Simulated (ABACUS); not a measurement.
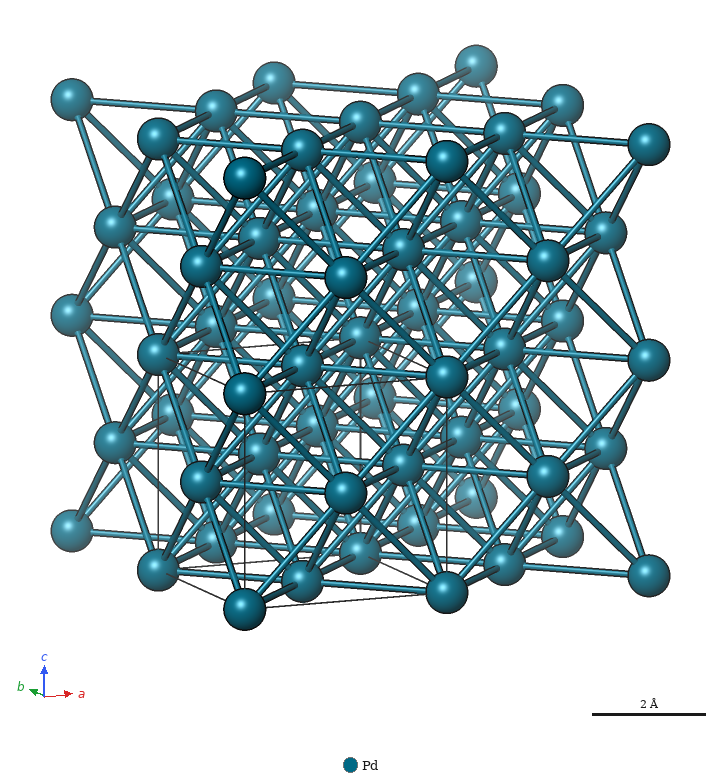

*The structure as given in the input (ball-and-stick view of the cell 4 times as large as that of the calculation, set on its symmetry axes, repeated 2 × 2 × 2, seen slightly off an axis).*

Near neighbours in the crystal (not all of them lie inside the picture): Pd has 12 Pd at 2.75 Å.

**Pd: band-structure run**

- system: Pd (1 atom in the cell)
- method: Kohn-Sham DFT of a periodic cell, OLYP, PseudoDojo NC SR 0.5 PBE standard, no spin polarisation (ABACUS 3.10.1)

The structure derives from an entry of the Crystallography Open Database. It belongs to a series of runs on one base structure; here: bands on the converged density.

### Input file
```
INPUT_PARAMETERS
suffix              Pd
calculation         nscf
basis_type          pw
pseudo_dir          ./
symmetry            -1
dft_functional      GGA_X_OPTX+GGA_C_LYP
ecutwfc             82.0
pseudo_rcut         7
nspin               1
nbands              19
ks_solver           dav
smearing_method     fd
smearing_sigma      0.00367493
scf_thr             1e-08
scf_nmax            100
mixing_type         broyden
mixing_beta         0.7
init_chg            file
pw_diag_thr         1e-07
out_band            1
kpar                4
```

### File STRU
```
ATOMIC_SPECIES
Pd 106.4200 Pd.upf

LATTICE_CONSTANT
1.8897261246

LATTICE_VECTORS
0.0000000000 1.9465000000 1.9465000000
1.9465000000 0.0000000000 1.9465000000
1.9465000000 1.9465000000 0.0000000000

ATOMIC_POSITIONS
Cartesian

Pd
0.0
1
0.0000000000 0.0000000000 0.0000000000 1 1 1
```

### File KPT
```
K_POINTS
12
Line
0.00000000 0.00000000 0.00000000 10 // G
0.50000000 0.00000000 0.50000000 10 // X
0.50000000 0.25000000 0.75000000 10 // W
0.37500000 0.37500000 0.75000000 10 // K
0.00000000 0.00000000 0.00000000 10 // G
0.50000000 0.50000000 0.50000000 10 // L
0.62500000 0.25000000 0.62500000 10 // U
0.50000000 0.25000000 0.75000000 10 // W
0.50000000 0.50000000 0.50000000 10 // L
0.37500000 0.37500000 0.75000000 1 // K
0.62500000 0.25000000 0.62500000 10 // U
0.50000000 0.00000000 0.50000000 1 // X
```

Hardware: 4 threads of Intel Xeon @ 3.00GHz (Skylake/Cascade Lake), 12 GiB of memory available, shared host.

Launched with:
```bash
OMP_NUM_THREADS=1 mpirun -np 4 abacus > log
```

### Log
```
ABACUS v3.10.1

               Atomic-orbital Based Ab-initio Computation at UStc

 ------------------------------------------------------------------------------------

 READING GENERAL INFORMATION
                           global_out_dir = OUT.Pd/
                           global_in_card = INPUT
                               pseudo_dir = ./
                              orbital_dir =
                                    DSIZE = 4
                                    GSIZE = 1

 READING UNITCELL INFORMATION
                                    ntype = 1
                  lattice constant (Bohr) = 1.88973
              lattice constant (Angstrom) = 1

 READING ATOM TYPE 1
                               atom label = Pd
                      L=0, number of zeta = 1
                      L=1, number of zeta = 1
                      L=2, number of zeta = 1
             number of atom for this type = 1

                        TOTAL ATOM NUMBER = 1
CARTESIAN COORDINATES ( UNIT =       1.889726124600 Bohr ).
    atom                   x                   y                   z     mag                  vx                  vy                  vz
tauc_Pd1            0.0000000000        0.0000000000        0.0000000000  0.0000        0.0000000000        0.0000000000        0.0000000000

                          Volume (Bohr^3) = 99.5382
                             Volume (A^3) = 14.75

 Lattice vectors: (Cartesian coordinate: in unit of a_0)
                   +0             +1.9465             +1.9465
              +1.9465                  +0             +1.9465
              +1.9465             +1.9465                  +0
 Reciprocal vectors: (Cartesian coordinate: in unit of 2 pi/a_0)
            -0.256871           +0.256871           +0.256871
            +0.256871           -0.256871           +0.256871
            +0.256871           +0.256871           -0.256871
 The esolver type has been set to : ksdft_pw

                PAO radial cut off (Bohr) = 7

 Read in pseudopotential file is Pd.upf
                     pseudopotential type = NC
          exchange-correlation functional = PBE
                 nonlocal core correction = 1
                        valence electrons = 18
                                     lmax = 2
                           number of zeta = 3
                     number of projectors = 6
                           L of projector = 0
                           L of projector = 0
                           L of projector = 1
                           L of projector = 1
                           L of projector = 2
                           L of projector = 2
 XC functional updated to : GGA_X_OPTX+GGA_C_LYP
          exchange-correlation functional = GGA_X_OPTX+GGA_C_LYP
     initial pseudo atomic orbital number = 9

 SETUP THE ELECTRONS NUMBER
            electron number of element Pd = 18
      total electron number of element Pd = 18
            AUTOSET number of electrons:  = 18
                           occupied bands = 9
                                   NBANDS = 19
                                   NLOCAL = 9

%%%%%%%%%%%%%%%%%%%%%%%%%%%%%%%%%%%%%%%%%%%%%%%%%%%%%%%%%%%%%%%%%%%%%%%%%%%%%%%%%%%%%%%%%%%%%%%%%%%%%%%%%%
 Warning: the number of valence electrons in pseudopotential > 10 for Pd: [Kr] 4d10
 Pseudopotentials with additional electrons can yield (more) accurate outcomes, but may be less efficient.
 If you're confident that your chosen pseudopotential is appropriate, you can safely ignore this warning.
%%%%%%%%%%%%%%%%%%%%%%%%%%%%%%%%%%%%%%%%%%%%%%%%%%%%%%%%%%%%%%%%%%%%%%%%%%%%%%%%%%%%%%%%%%%%%%%%%%%%%%%%%%

 SETUP THE PLANE WAVE BASIS
 energy cutoff for charge/potential (unit:Ry) = 328
            fft grid for charge/potential = [ 30, 30, 30 ]
                        fft grid division = [ 1, 1, 1 ]
        big fft grid for charge/potential = [ 30, 30, 30 ]
                                     nbxx = 27000
                                     nrxx = 27000

 SETUP PLANE WAVES FOR CHARGE/POTENTIAL
                    number of plane waves = 9841
                         number of sticks = 595

 PARALLEL PW FOR CHARGE/POTENTIAL
     PROC   COLUMNS(POT)             PW
        1            595           9841
 --------------- sum -------------------
        1            595           9841
                            number of |g| = 151
                                  max |g| = 29.2304
                                  min |g| = 0

----------- Double Check Mixing Parameters Begin ------------
mixing_type: broyden
mixing_beta: 0.7
mixing_gg0: 1
mixing_gg0_min: 0.1
mixing_ndim: 8
----------- Double Check Mixing Parameters End ------------

 SETUP K-POINTS
                                    nspin = 1
                                   nkstot = 102
K-POINTS DIRECT COORDINATES
 KPOINTS    DIRECT_X    DIRECT_Y    DIRECT_Z  WEIGHT
       1  0.00000000  0.00000000  0.00000000  1.0000
       2  0.05000000  0.00000000  0.05000000  1.0000
       3  0.10000000  0.00000000  0.10000000  1.0000
       4  0.15000000  0.00000000  0.15000000  1.0000
       5  0.20000000  0.00000000  0.20000000  1.0000
       6  0.25000000  0.00000000  0.25000000  1.0000
       7  0.30000000  0.00000000  0.30000000  1.0000
       8  0.35000000  0.00000000  0.35000000  1.0000
       9  0.40000000  0.00000000  0.40000000  1.0000
      10  0.45000000  0.00000000  0.45000000  1.0000
      11  0.50000000  0.00000000  0.50000000  1.0000
      12  0.50000000  0.02500000  0.52500000  1.0000
      13  0.50000000  0.05000000  0.55000000  1.0000
      14  0.50000000  0.07500000  0.57500000  1.0000
      15  0.50000000  0.10000000  0.60000000  1.0000
      16  0.50000000  0.12500000  0.62500000  1.0000
      17  0.50000000  0.15000000  0.65000000  1.0000
      18  0.50000000  0.17500000  0.67500000  1.0000
      19  0.50000000  0.20000000  0.70000000  1.0000
      20  0.50000000  0.22500000  0.72500000  1.0000
      21  0.50000000  0.25000000  0.75000000  1.0000
      22  0.48750000  0.26250000  0.75000000  1.0000
      23  0.47500000  0.27500000  0.75000000  1.0000
      24  0.46250000  0.28750000  0.75000000  1.0000
      25  0.45000000  0.30000000  0.75000000  1.0000
      26  0.43750000  0.31250000  0.75000000  1.0000
      27  0.42500000  0.32500000  0.75000000  1.0000
      28  0.41250000  0.33750000  0.75000000  1.0000
      29  0.40000000  0.35000000  0.75000000  1.0000
      30  0.38750000  0.36250000  0.75000000  1.0000
[... 72 further k points ...]

           k-point number in this process = 26
       minimum distributed K point number = 25

[... K-POINTS CARTESIAN COORDINATES: 26 rows ...]

[... K-POINTS DIRECT COORDINATES: 26 rows ...]

 SETUP PLANE WAVES FOR WAVE FUNCTIONS
     energy cutoff for wavefunc (unit:Ry) = 82
              fft grid for wave functions = [ 30, 30, 30 ]
                    number of plane waves = 1687
                         number of sticks = 187

 PARALLEL PW FOR WAVE FUNCTIONS
     PROC   COLUMNS(POT)             PW
        1            187           1687
 --------------- sum -------------------
        1            187           1687

 SETUP NONLOCAL PSEUDOPOTENTIALS IN PLANE WAVE BASIS
 Pd non-local projectors:
 projector 1 L=0
 projector 2 L=0
 projector 3 L=1
 projector 4 L=1
 projector 5 L=2
 projector 6 L=2
      TOTAL NUMBER OF NONLOCAL PROJECTORS = 18

 Init Non-Local PseudoPotential table :
 Init Non-Local-Pseudopotential done.

                                     npwx = 1283

 Make real space PAO into reciprocal space.
       max mesh points in Pseudopotential = 701
     dq(describe PAO in reciprocal space) = 0.01
                                    max q = 1091

 number of pseudo atomic orbitals for Pd is 3
WARNING: norm of atomic wavefunction # 3 of atomic type Pd is 0.99972, renormalized

 -------------------------------------------
 NONSELF-CONSISTENT
 -------------------------------------------
                                 init_chg = file
 try to read charge from file
 Read in the charge density: OUT.Pd//Pd-CHARGE-DENSITY.restart

 PW ALGORITHM --------------- ION=   1  ELEC=   1--------------------------------
 k(1/102) Iter steps (avg)=11 threshold=1e-07
 k(2/102) Iter steps (avg)=14 threshold=1e-07
 k(3/102) Iter steps (avg)=12 threshold=1e-07
 k(4/102) Iter steps (avg)=13 threshold=1e-07
 k(5/102) Iter steps (avg)=16 threshold=1e-07
 k(6/102) Iter steps (avg)=17 threshold=1e-07
 k(7/102) Iter steps (avg)=14 threshold=1e-07
 k(8/102) Iter steps (avg)=17 threshold=1e-07
 k(9/102) Iter steps (avg)=14 threshold=1e-07
 k(10/102) Iter steps (avg)=18 threshold=1e-07
 k(11/102) Iter steps (avg)=18 threshold=1e-07
 k(12/102) Iter steps (avg)=19 threshold=1e-07
 k(13/102) Iter steps (avg)=19 threshold=1e-07
 k(14/102) Iter steps (avg)=19 threshold=1e-07
 k(15/102) Iter steps (avg)=22 threshold=1e-07
 k(16/102) Iter steps (avg)=21 threshold=1e-07
 k(17/102) Iter steps (avg)=22 threshold=1e-07
 k(18/102) Iter steps (avg)=21 threshold=1e-07
 k(19/102) Iter steps (avg)=20 threshold=1e-07
 k(20/102) Iter steps (avg)=20 threshold=1e-07
 k(21/102) Iter steps (avg)=19 threshold=1e-07
 k(22/102) Iter steps (avg)=17 threshold=1e-07
 k(23/102) Iter steps (avg)=17 threshold=1e-07
 k(24/102) Iter steps (avg)=17 threshold=1e-07
 k(25/102) Iter steps (avg)=16 threshold=1e-07
 k(26/102) Iter steps (avg)=18 threshold=1e-07
[... levels at 26 k points of this process ...]

 Density error is 0.00000000000
                          Error Threshold = 1.00000000000e-07
----------------------------------------------------------
     Energy           Rydberg                 eV
----------------------------------------------------------
 E_KohnSham     -271.5543934672      -3694.6870680874
 E_KS(sigma->0) -271.5535708440      -3694.6758757244
 E_Harris       -271.5543934672      -3694.6870680874
 E_band         -10.1205718359       -137.6974439865
 E_one_elec     -78.8397728253       -1072.6701394494
 E_Hartree      52.2764017476        711.2569347045
 E_xc           -43.0653427143       -585.9340472371
 E_Ewald        -201.9240344288      -2747.3174313795
 E_entropy(-TS) -0.0016452464        -0.0223847259
 E_descf        0.0000000000         0.0000000000
 E_exx          0.0000000000         0.0000000000
 E_Fermi        1.4662544656         19.9494154499
----------------------------------------------------------

 charge density convergence is achieved
 final etot is -3694.6870681 eV
 EFERMI = 19.949415450 eV

 STATE ENERGY(eV) AND OCCUPATIONS    NSPIN == 1
 1/26 kpoint (Cartesian) = 0.0000 0.0000 0.0000 (1243 pws)
       1       -64.4943      0.0196078
       2       -29.9934      0.0196078
       3       -29.9934      0.0196078
       4       -29.9934      0.0196078
       5        12.7787      0.0196078
       6        16.9245      0.0196078
       7        16.9245      0.0196078
       8        16.9245      0.0196078
       9        18.5106      0.0196078
      10        18.5106      0.0196078
      11        37.3037        0.00000
      12        42.1035        0.00000
      13        42.1035        0.00000
      14        42.1035        0.00000
      15        47.0847        0.00000
      16        50.1488        0.00000
      17        50.1488        0.00000
      18        50.1488        0.00000
      19        55.7488        0.00000

 2/26 kpoint (Cartesian) = 0.0000 0.025687 0.0000 (1243 pws)
       1       -64.4925      0.0196078
       2       -30.0032      0.0196078
       3       -29.9971      0.0196078
       4       -29.9971      0.0196078
       5        12.9003      0.0196078
       6        16.8584      0.0196078
       7        16.9791      0.0196078
       8        16.9791      0.0196078
       9        18.4427      0.0196078
      10        18.5367      0.0196078
      11        37.4289        0.00000
      12        41.5944        0.00000
      13        42.0157        0.00000
      14        42.0157        0.00000
      15        47.9374        0.00000
      16        49.6479        0.00000
      17        49.6479        0.00000
      18        50.2740        0.00000
      19        54.3191        0.00000

 3/26 kpoint (Cartesian) = 0.0000 0.051374 0.0000 (1255 pws)
       1       -64.4874      0.0196078
       2       -30.0315      0.0196078
       3       -30.0079      0.0196078
       4       -30.0079      0.0196078
       5        13.2545      0.0196078
       6        16.6710      0.0196078
       7        17.1414      0.0196078
       8        17.1414      0.0196078
       9        18.2558      0.0196078
      10        18.6132      0.0196078
      11        37.7843        0.00000
      12        40.6418        0.00000
      13        41.6533        0.00000
      14        41.6533        0.00000
      15        48.8290        0.00000
      16        48.8290        0.00000
      17        49.8143        0.00000
      18        50.6564        0.00000
      19        51.7632        0.00000

 4/26 kpoint (Cartesian) = 0.0000 0.077061 0.0000 (1259 pws)
       1       -64.4795      0.0196078
       2       -30.0752      0.0196078
       3       -30.0248      0.0196078
       4       -30.0248      0.0196078
       5        13.8014      0.0196078
       6        16.3905      0.0196078
       7        17.4060      0.0196078
       8        17.4060      0.0196078
       9        18.0081      0.0196078
      10        18.7339      0.0196078
      11        38.3143        0.00000
      12        39.7528        0.00000
      13        40.8323        0.00000
      14        40.8323        0.00000
      15        48.4996        0.00000
      16        48.4996        0.00000
      17        48.6842        0.00000
      18        51.3150        0.00000
      19        52.5165        0.00000

 5/26 kpoint (Cartesian) = 0.0000 0.10275 0.0000 (1263 pws)
       1       -64.4696      0.0196078
       2       -30.1297      0.0196078
       3       -30.0460      0.0196078
       4       -30.0460      0.0196078
       5        14.4360      0.0196078
       6        16.0551      0.0196078
       7        17.7629      0.0196078
       8        17.7629      0.0196078
       9        17.8313      0.0196078
      10        18.8889      0.0196078
      11        38.9417        0.00000
      12        38.9954        0.00000
      13        39.5662        0.00000
      14        39.5662        0.00000
      15        45.9733        0.00000
      16        48.8954        0.00000
      17        48.8954        0.00000
      18        52.2755        0.00000
      19        55.1312        0.00000

 6/26 kpoint (Cartesian) = 0.0000 0.12844 0.0000 (1283 pws)
       1       -64.4585      0.0196078
       2       -30.1892      0.0196078
       3       -30.0694      0.0196078
       4       -30.0694      0.0196078
       5        14.9201      0.0196078
       6        15.7036      0.0196078
       7        17.9926      0.0196078
       8        18.1947      0.0196078
       9        18.1947      0.0196078
      10        19.0649      0.0196078
      11        38.0795        0.00000
      12        38.0795        0.00000
      13        38.1814        0.00000
      14        39.5846        0.00000
      15        43.6258        0.00000
      16        49.9025        0.00000
      17        49.9025        0.00000
      18        53.5591        0.00000
      19        55.5287        0.00000

[... levels at 20 further k points ...]

 --------------------------------------------
 !FINAL_ETOT_IS -3694.687068087413 eV
 --------------------------------------------

 Output bands in file: OUT.Pd/BANDS_1.dat
```

### Standard output
```
,Total thread number: 4,Local thread limit: 72
                              ABACUS v3.10.1

               Atomic-orbital Based Ab-initio Computation at UStc

 dft_functional readin is: GGA_X_OPTX+GGA_C_LYP
 dft_functional in pseudopot file is: PBE
 Please make sure this is what you need

%%%%%%%%%%%%%%%%%%%%%%%%%%%%%%%%%%%%%%%%%%%%%%%%%%%%%%%%%%%%%%%%%%%%%%%%%%%%%%%%%%%%%%%%%%%%%%%%%%%%%%%%%
 Warning: the number of valence electrons in pseudopotential > 10 for Pd: [Kr] 4d10
 Pseudopotentials with additional electrons can yield (more) accurate outcomes, but may be less efficient.
 If you're confident that your chosen pseudopotential is appropriate, you can safely ignore this warning.
%%%%%%%%%%%%%%%%%%%%%%%%%%%%%%%%%%%%%%%%%%%%%%%%%%%%%%%%%%%%%%%%%%%%%%%%%%%%%%%%%%%%%%%%%%%%%%%%%%%%%%%%%

 UNIFORM GRID DIM        : 30 * 30 * 30
 UNIFORM GRID DIM(BIG)   : 30 * 30 * 30

 OPTX untested please test,
 OPTX untested please test,func,idGGA_X_OPTX 110
func,idGGA_C_LYP 131

 ---------------------------------------------------------
 ---------------------------------------------------------
 SPIN    KPOINTS         PROCESSORS  THREADS
 1       102             4           4
 ---------------------------------------------------------
 Use plane wave basis
 ---------------------------------------------------------
 ELEMENT NATOM       XC
 Pd      1
 ---------------------------------------------------------
 Initial plane wave basis and FFT box
 ---------------------------------------------------------
 -------------------------------------------
 NONSELF-CONSISTENT :
 -------------------------------------------
 START CHARGE      : file
 ITER       ETOT/eV          EDIFF/eV         DRHO     TIME/s
 DA1     -3.69468707e+03   0.00000000e+00   0.0000e+00   5.11
```

### Results in brief

| quantity | value |
| --- | --- |
| outcome | converged |
| space group (tolerance 0.01 Å) | Fm-3m (225) |
| electrons treated | 18 |
| Fermi energy of the self-consistent step | 19.732 eV |
| wall time | 5.5 s (CPU time 22 s) |
| peak memory | 0.36 GiB |
